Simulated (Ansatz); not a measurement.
**Single-point calculation, with input and output: Ta (part 2 of 2)**

Ta (slab, 24 atoms in the cell); DFT, PBE, plane waves, PAW, no spin polarisation (Ansatz 0.2.0); cutoff 420 eV, 2×10×1 k-mesh, Gaussian smearing of 0.1 eV. The structure derives from an entry of the Crystallography Open Database.

Geometry of the input (Å; fractional positions):
```
19.9127  0.0000  0.0000
0.0000  3.3188  0.0000
0.0000  0.0000  18.6376
Ta 0.0000  0.0000  0.0805
Ta 0.0833  0.5000  0.1695
Ta 0.1667  0.0000  0.0805
Ta 0.2500  0.5000  0.1695
Ta 0.3333  0.0000  0.0805
Ta 0.4167  0.5000  0.1695
Ta 0.5000  0.0000  0.0805
Ta 0.5833  0.5000  0.1695
Ta 0.6667  0.0000  0.0805
Ta 0.7500  0.5000  0.1695
Ta 0.8333  0.0000  0.0805
Ta 0.9167  0.5000  0.1695
Ta 0.0000  0.0000  0.2581
Ta 0.0833  0.5000  0.3384
Ta 0.1667  0.0000  0.2581
Ta 0.2500  0.5000  0.3384
Ta 0.3333  0.0000  0.2581
Ta 0.4167  0.5000  0.3384
Ta 0.5000  0.0000  0.2581
Ta 0.5833  0.5000  0.3384
Ta 0.6667  0.0000  0.2581
Ta 0.7500  0.5000  0.3384
Ta 0.8333  0.0000  0.2581
Ta 0.9167  0.5000  0.3384
```

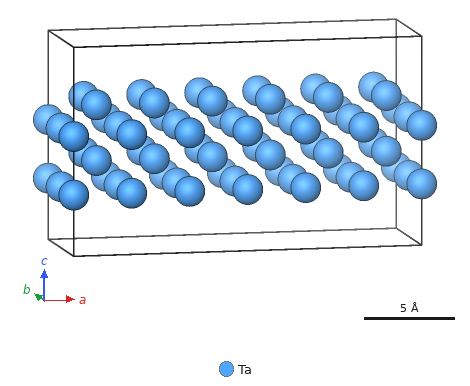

**Figure 1.** The structure as given in the input (spheres-only view of the 1 × 2 repeat of the cell, with the vacuum cut short, seen slightly off an axis). An atom can appear more than once, as a periodic image.

### Output, continued
```
  k-point 1: bands = ["-63.9645", "-63.9623", "-63.9623", "-63.9579", "-63.9579", "-63.9557", "-63.7618", "-63.7590", "-63.7590", "-63.7533", "-63.7533", "-63.7505", "-63.0952", "-63.0921", "-63.0921", "-63.0858", "-63.0858", "-63.0826", "-62.8274", "-62.8259", "-62.8259", "-62.8231", "-62.8231", "-62.8218", "-30.5838", "-30.5655", "-30.5542", "-30.5542", "-30.5337", "-30.5337", "-30.5293", "-30.5293", "-30.5271", "-30.4631", "-30.4395", "-30.4395", "-30.4276", "-30.4161", "-30.4161", "-30.4023",
      "-30.4023", "-30.3909", "-30.3804", "-30.3804", "-30.3801", "-30.3670", "-30.3670", "-30.3552", "-30.3351", "-30.3351", "-30.3210", "-30.2742", "-30.2742", "-30.2436", "-30.2197", "-30.2197", "-30.2088", "-30.1725", "-30.1725", "-30.1456", "-29.7666", "-29.7346", "-29.7346", "-29.7125", "-29.6987", "-29.6987", "-29.6961", "-29.6825", "-29.6825", "-29.6321", "-29.6321", "-29.6095", "-29.5927", "-29.5927", "-29.5778", "-29.5506", "-29.5506", "-29.5181", "-29.2880", "-29.2531",
      "-29.2531", "-29.2286", "-29.2123", "-29.2123", "-29.2017", "-29.1924", "-29.1924", "-29.1846", "-29.1846", "-29.1633", "-29.1633", "-29.1621", "-29.1456", "-29.1456", "-29.1443", "-29.1438", "-2.8615", "-2.3198", "-2.3198", "-0.9616", "-0.9616", "-0.9074", "-0.5108", "-0.5108", "0.1507", "0.1507", "0.1661", "0.1937", "0.6601", "0.9005", "0.9005", "0.9638", "1.0103", "1.0104", "1.0104", "1.0255", "1.0839", "1.2033", "1.2033", "1.3313",
      "1.3313", "1.3915", "1.3915", "1.9800", "2.1231", "2.1231", "2.1938", "2.1938", "2.6782", "2.7356", "2.8269", "2.8483", "2.8815", "2.8815", "3.0629", "3.0629", "3.4822", "3.4822", "3.5727", "3.5727", "3.6511", "3.6511", "3.6702", "3.6702", "3.7701", "3.7701", "3.7867", "3.7867", "3.9751", "4.1508", "4.2364", "4.2742", "4.3357", "4.3778", "4.4267", "4.4267", "4.5749", "4.5749", "4.5834", "4.6024",
      "4.6024", "4.6237", "4.6237", "4.6533", "4.7378", "4.7378", "4.7549", "4.8413", "4.8413", "4.9427", "4.9847", "4.9847", "5.0054", "5.1279", "5.1279", "5.1410", "5.1881", "5.4219", "5.4993", "5.6454", "5.6454", "5.7208", "5.7208", "6.1701", "6.1701", "6.2208", "6.2208", "6.3278"]
  k-point 2: bands = ["-63.9622", "-63.9602", "-63.9602", "-63.9561", "-63.9561", "-63.9540", "-63.7589", "-63.7563", "-63.7563", "-63.7513", "-63.7513", "-63.7487", "-63.0920", "-63.0892", "-63.0892", "-63.0836", "-63.0836", "-63.0808", "-62.8255", "-62.8250", "-62.8250", "-62.8240", "-62.8240", "-62.8235", "-30.5690", "-30.5450", "-30.5420", "-30.5420", "-30.5389", "-30.5354", "-30.5354", "-30.5141", "-30.5141", "-30.4567", "-30.4398", "-30.4368", "-30.4368", "-30.4324", "-30.4310", "-30.4310",
      "-30.4156", "-30.4156", "-30.4084", "-30.3963", "-30.3963", "-30.3918", "-30.3918", "-30.3791", "-30.3753", "-30.3753", "-30.3398", "-30.3002", "-30.2944", "-30.2944", "-30.2465", "-30.2465", "-30.2401", "-30.2401", "-30.2159", "-30.1843", "-29.7874", "-29.7674", "-29.7674", "-29.7278", "-29.7125", "-29.7125", "-29.6946", "-29.6935", "-29.6935", "-29.6578", "-29.6398", "-29.6398", "-29.5991", "-29.5991", "-29.5691", "-29.5540", "-29.5540", "-29.5213", "-29.2610", "-29.2579",
      "-29.2579", "-29.2374", "-29.2374", "-29.2046", "-29.1985", "-29.1963", "-29.1929", "-29.1929", "-29.1822", "-29.1822", "-29.1791", "-29.1739", "-29.1739", "-29.1677", "-29.1493", "-29.1493", "-2.2837", "-1.7749", "-1.7749", "-0.5463", "-0.5369", "-0.5369", "-0.0705", "-0.0705", "0.6204", "0.6434", "0.7536", "0.7536", "0.8848", "1.0024", "1.2806", "1.3228", "1.4073", "1.4073", "1.4238", "1.4250", "1.4250", "1.4633", "1.4633", "1.6155",
      "1.6155", "1.8003", "1.8003", "2.0789", "2.0789", "2.2856", "2.2856", "2.4839", "2.4961", "2.5490", "2.6075", "2.6075", "2.6849", "2.7448", "2.7733", "2.7733", "2.9793", "2.9793", "3.2400", "3.2400", "3.3447", "3.3447", "3.3994", "3.3994", "3.5019", "3.5019", "3.5479", "3.5912", "3.5912", "3.7160", "3.9401", "3.9832", "4.0763", "4.2363", "4.3278", "4.3278", "4.3332", "4.3332", "4.4374", "4.5294",
      "4.5294", "4.6057", "4.6057", "4.6800", "4.7293", "4.7293", "4.7601", "4.7824", "4.7824", "4.8543", "4.8543", "4.9412", "4.9412", "5.0981", "5.1861", "5.2317", "5.2582", "5.3121", "5.3137", "5.3137", "5.5148", "5.7627", "5.7627", "6.1285", "6.1285", "6.2555", "6.2555", "6.3741"]
  k-point 11: bands = ["-63.9559", "-63.9559", "-63.9530", "-63.9530", "-63.9501", "-63.9501", "-63.7507", "-63.7507", "-63.7476", "-63.7476", "-63.7446", "-63.7446", "-63.0828", "-63.0828", "-63.0797", "-63.0797", "-63.0765", "-63.0765", "-62.8276", "-62.8276", "-62.8243", "-62.8243", "-62.8211", "-62.8211", "-30.5836", "-30.5836", "-30.5713", "-30.5713", "-30.5685", "-30.5685", "-30.5669", "-30.5669", "-30.5616", "-30.5616", "-30.5371", "-30.5371", "-30.4632", "-30.4632", "-30.4552", "-30.4552",
      "-30.4521", "-30.4521", "-30.4519", "-30.4519", "-30.4495", "-30.4495", "-30.4398", "-30.4398", "-30.4279", "-30.4279", "-30.4107", "-30.4107", "-30.3167", "-30.3167", "-30.3162", "-30.3162", "-30.2527", "-30.2527", "-30.1363", "-30.1363", "-29.7943", "-29.7943", "-29.7687", "-29.7687", "-29.7650", "-29.7650", "-29.7571", "-29.7571", "-29.7409", "-29.7409", "-29.6910", "-29.6910", "-29.5800", "-29.5800", "-29.5288", "-29.5288", "-29.5166", "-29.5166", "-29.3683", "-29.3683",
      "-29.2933", "-29.2933", "-29.2639", "-29.2639", "-29.2193", "-29.2193", "-29.2015", "-29.2015", "-29.1919", "-29.1919", "-29.1905", "-29.1905", "-29.1845", "-29.1845", "-29.1578", "-29.1578", "0.1043", "0.1043", "0.1402", "0.1402", "0.5220", "0.5220", "0.5540", "0.5540", "0.7281", "0.7281", "0.7883", "0.7883", "0.9704", "0.9704", "0.9830", "0.9830", "1.4638", "1.4638", "1.5736", "1.5736", "2.2036", "2.2036", "2.2168", "2.2168",
      "2.4066", "2.4066", "2.4203", "2.4203", "2.4860", "2.4860", "2.6319", "2.6319", "2.6983", "2.6983", "2.7148", "2.7148", "2.7826", "2.7826", "2.8591", "2.8591", "2.8651", "2.8651", "2.8852", "2.8852", "2.8871", "2.8871", "2.9071", "2.9071", "3.5567", "3.5567", "3.5685", "3.5685", "3.6671", "3.6671", "3.9628", "3.9628", "4.2429", "4.2429", "4.3146", "4.3146", "4.6098", "4.6098", "4.6593", "4.6593",
      "4.7002", "4.7002", "4.7527", "4.7527", "5.0597", "5.0597", "5.4255", "5.4255", "5.4364", "5.4364", "5.5157", "5.5157", "5.7304", "5.7304", "5.7376", "5.7376", "6.3474", "6.3474", "6.3608", "6.3608", "6.4052", "6.4052", "6.5046", "6.5046", "6.5192", "6.5192", "6.6456", "6.6456"]
```

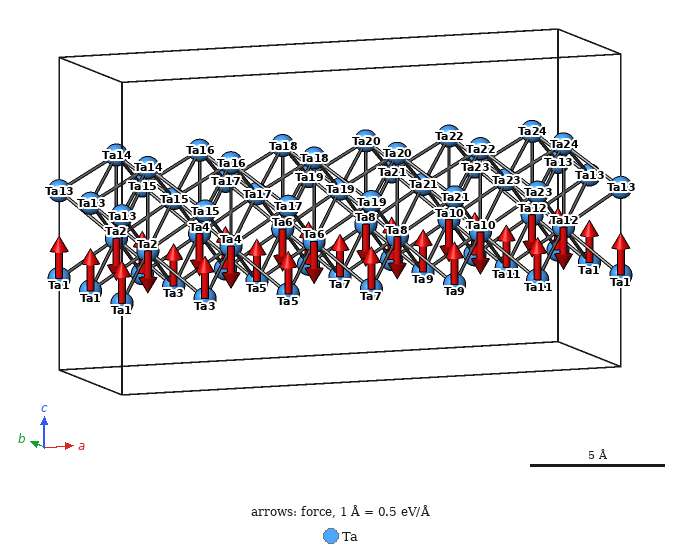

**Figure 2.** Forces on the atoms as red arrows (ball-and-stick view of the 1 × 2 repeat of the cell, with the vacuum cut short, seen slightly off an axis; atoms are numbered from 1 in the order of the input); the smallest are left out. The largest act on Ta1, Ta2, Ta3, Ta4, Ta5, Ta6 and 6 more (0.81 eV/Å). The geometry is not a stationary point of this energy.

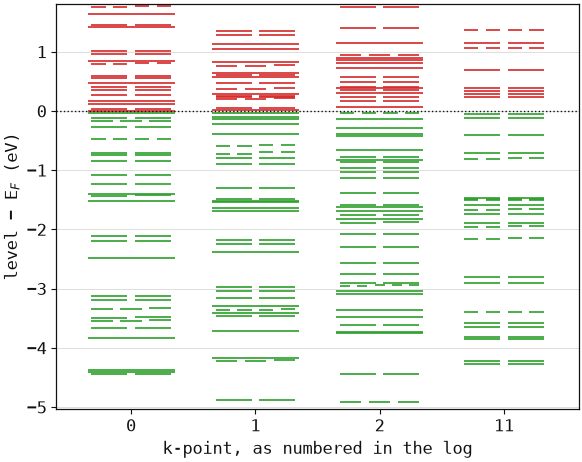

**Figure 3.** Kohn–Sham levels near the Fermi level (dotted) at the few k-points that the log prints; levels within 0.02 eV of each other stand side by side. The system is metallic on the full mesh.

### Results in brief

```json
{"quantity": "outcome", "value": "converged"}
{"quantity": "electrons treated", "value": "312"}
{"quantity": "free energy", "value": "−238351.0722 eV"}
{"quantity": "Fermi energy", "value": "4.370 eV"}
{"quantity": "gap on the k-point mesh", "value": "none (metallic)"}
{"quantity": "largest force (length of the vector)", "value": "0.814 eV/Å"}
{"quantity": "wall time", "value": "51 s (CPU time 3.3 min)"}
{"quantity": "peak memory", "value": "4.6 GiB"}
```

### Remarks

Settings chosen away from the usual ones: accuracy set to medium; basis.ecutwfc removed. Spin–orbit coupling is left out, which matters for Ta.
